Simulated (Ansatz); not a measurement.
```cif
data_structure
_symmetry_space_group_name_H-M 'P 1'
_symmetry_Int_Tables_number 1
_cell_length_a 5.6186
_cell_length_b 5.6186
_cell_length_c 6.5538
_cell_angle_alpha 90.000
_cell_angle_beta 90.000
_cell_angle_gamma 120.000
_cell_volume 179.18
loop_
_atom_site_label
_atom_site_type_symbol
_atom_site_fract_x
_atom_site_fract_y
_atom_site_fract_z
_atom_site_occupancy
K1 K 0.33333 0.66667 0.75000 1
K2 K 0.66667 0.33333 0.25000 1
Br1 Br 0.33333 0.66667 0.25000 1
Br2 Br 0.66667 0.33333 0.75000 1
```

Space group P6₃/mmc; started from the wurtzite prototype, which need not be the ambient phase.

All numbers below come from DFT, HSE06, plane waves, PAW (Ansatz).

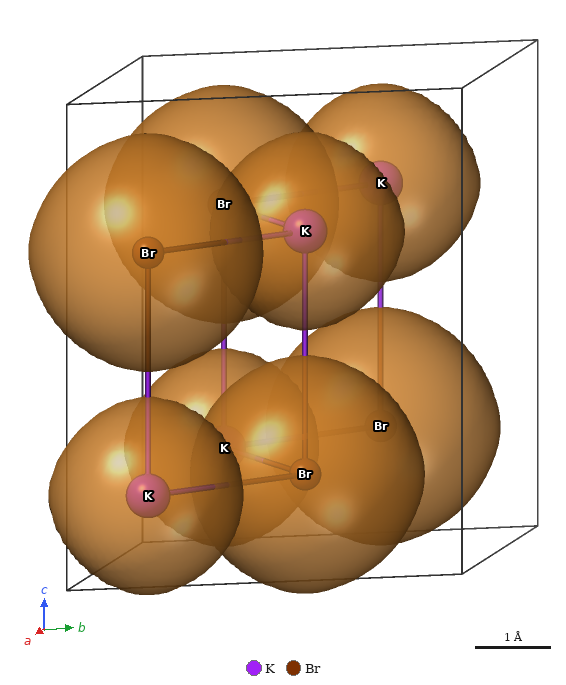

KBr. Isosurface of the valence charge density (pseudo) at 0.1 e/Å³ (orange), seen slightly off an axis. Sticks mark near contacts.

> Which contacts does the surface bridge?

At this value the density breaks into separate islands; it holds about 90 % of the electrons treated as valence (semicore included). It bridges none of the near contacts. It is pinched off along the shortest K–Br (3.24 Å) contacts. On the grid the lowest density along these lines, outside the cores, is 0.08 e/Å³ (K–Br, 3.24 Å).

> Does the calculation give a band gap?

It is gapped, with a Kohn–Sham gap of 5.3 eV on the k-point mesh (the band edges may lie off the mesh, which would make the gap smaller).
